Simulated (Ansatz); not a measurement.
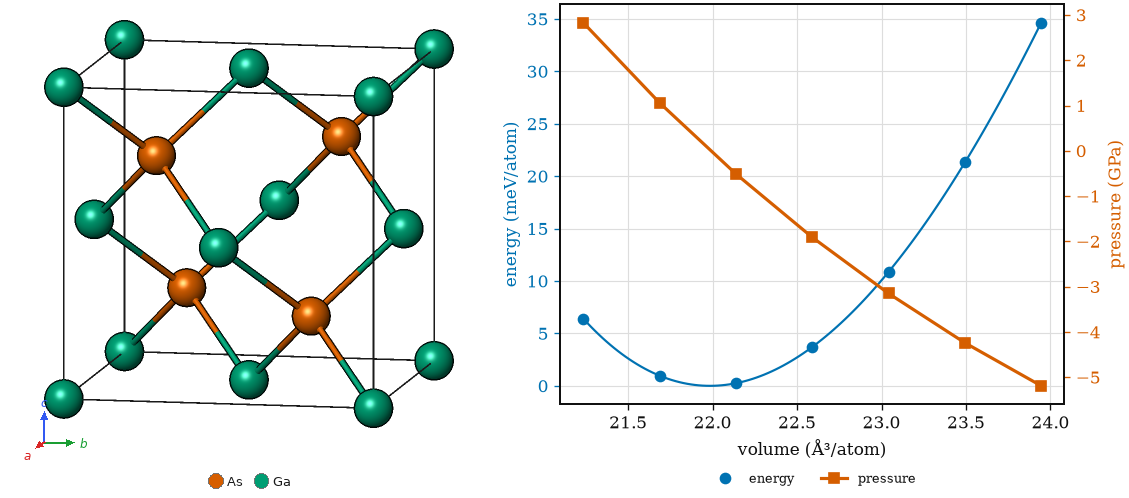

The picture above shows the energy and pressure against volume for GaAs, space group F-43m (No. 216). The conventional cell is drawn beside the plot.

The given structure:
```
As Ga
1.0
     0.00000    2.82685    2.82685
     2.82685    0.00000    2.82685
     2.82685    2.82685    0.00000
As Ga
1 1
Direct
  0.75000 0.75000 0.75000
  0.00000 0.00000 0.00000
```

Calculation (Ansatz 0.2.0): plane-wave DFT, no spin polarisation; energies at scaled volumes of the given cell, shape and fractions fixed, counted from the fit's minimum, third-order Birch-Murnaghan fit. Level: PBEsol with D3(BJ).

k mesh 8×8×8; occupations Fermi–Dirac; smearing width 0.05 eV; potentials Ansatz PAW; wave cutoff 420 eV; density cutoff 1680 eV.

Give the fitted equation-of-state parameters.

A third-order Birch–Murnaghan fit gives V0 = 21.98 Å³/atom, B0 = 75.1 GPa and B′ = 4.9.

Read off the course of the pressure.

It falls from 2.83 GPa at volume 21.23 Å³/atom to −5.19 GPa at 23.95 Å³/atom, and changes sign near 21.99 Å³/atom.

The computed values:

```
volume (Å³/atom)  energy (meV/atom)  pressure (GPa)
           21.23               6.42            2.83
           21.69               0.98            1.06
           22.14               0.25           -0.51
           22.59               3.69           -1.91
           23.04              10.86           -3.15
           23.49              21.32           -4.24
           23.95              34.65           -5.19
```
